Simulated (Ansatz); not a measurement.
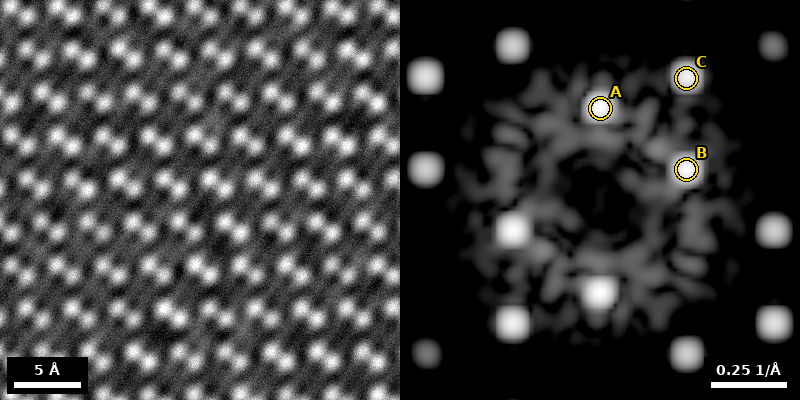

Phase-contrast TEM-like image of a crystal. Simulated in the weak-phase-object approximation with neutral-atom potentials: 80 kV, Cs = −20 µm, defocus +110 Å (negative is underfocus), defocus spread 8 Å, aperture 0.78 1/Å. Shot noise and the speckle of an amorphous layer were added.

The right panel is the modulus of the image's Fourier transform on a logarithmic scale.

### Which lattice spacings do the marked spots stand for, and what angle do A and B enclose?

A: 3.2 Å, B: 3.2 Å, C: 2.0 Å; A and B enclose about 71°.

The crystal is Cr (Fd-3m, No. 227) along [110]; the spots are (-1 1 1), (-1 1 -1) and (-2 2 0). Structure: the geometry given to an electronic-structure calculation, possibly off equilibrium; the starting structure was generated, so it need not be a known form of this composition.
